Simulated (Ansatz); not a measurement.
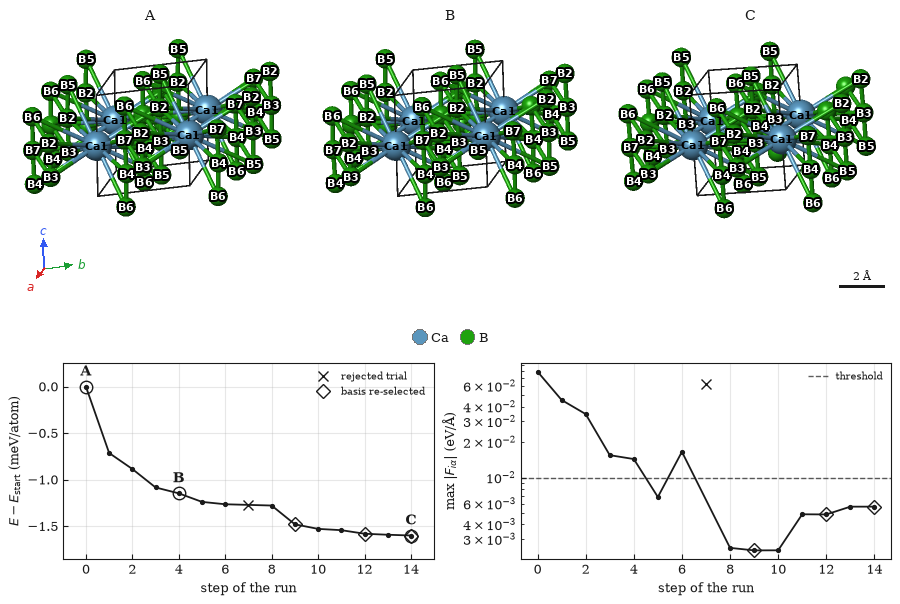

Frames of a relaxation of crystalline CaB6 (built on the random type), marked on the history of the run. A ball-and-stick model of the cell of the calculation, seen slightly off an axis.

Case: random cell without symmetry.

These are results of DFT PBE, scalar-relativistic, plane waves, PAW (Ansatz), not measurements. Set-up: plane-wave cutoff 420 eV; k-point mesh 10 × 8 × 8; occupations gaussian; smearing width 0.1 eV; no spin polarisation; cell and atoms relaxed; force threshold 0.01 eV/Å; at most 80 steps.

Question: What happens along the run?

Answer: The largest moves relative to the cell, 0.037 Å, are those of B2 and B4. B2 goes roughly along [−1 1 1]. Ca stays in place. The volume changes by −0.3 %, with a 4.280 → 4.388 Å (+2.5 %), b 4.549 → 4.365 Å (−4.0 %), c 4.823 → 4.831 Å (+0.2 %), α 77.0° → 82.2°, β 85.4° → 83.6°, γ 79.5° → 78.7°. Among the contacts that change: Ca1–B2 3.287 → 3.127 Å, Ca1–B5 3.316 → 3.431 Å, Ca1–B5 (another image) 3.382 → 3.479 Å, Ca1–B2 (another image) 3.027 → 3.105 Å. Bond angles that change, for instance: Ca1–B4–B6 106.0° → 112.1°, Ca1–B4–B7 72.5° → 68.2°, Ca1–B4–B3 70.7° → 66.9°. The space group stays P-1 (No. 2). The energy falls by 1.6 meV per atom in 10 accepted moves (14 points after the start). The largest force component goes from 0.079 to 0.0057 eV/Å. The pressure goes from −0.13 to 0.01 GPa. The line search rejected the trial step at point 7 of the run. The SCF was repeated 3 times at an unchanged geometry on a basis and grid sized afresh for the cell, which shifted the energy by 0.2 meV per atom at most. Cost: 9.5 min on 1 thread of Arm Neoverse V1, on a shared host, peak memory 0.75 GiB. From step 0 to 4: volume −0.5 %, energy −1.1 meV per atom. From step 4 to 14: B atoms move most (0.03 Å), volume +0.2 %, energy −0.5 meV per atom.

```csv
step,"E − E(0), meV/atom","largest force component, eV/Å","pressure, GPa","volume, Å³/atom",note
0,0.00,0.0792,-0.13,12.841,
1,-0.71,0.0455,0.02,12.732,
2,-0.89,0.0346,-0.08,12.771,
3,-1.08,0.0155,0.02,12.766,
4,-1.15,0.0144,0.03,12.773,
5,-1.24,0.0068,-0.01,12.778,
6,-1.26,0.0165,-0.02,12.783,
7,-1.27,0.0619,0.15,12.767,rejected
8,-1.28,0.0025,0.01,12.784,
9,-1.48,0.0024,0.03,12.784,"same geometry, new basis"
10,-1.53,0.0024,0.01,12.789,
11,-1.54,0.0049,0.01,12.792,
12,-1.58,0.0049,0.01,12.792,"same geometry, new basis"
13,-1.59,0.0057,0.00,12.796,
14,-1.60,0.0057,0.01,12.796,"same geometry, new basis"
```
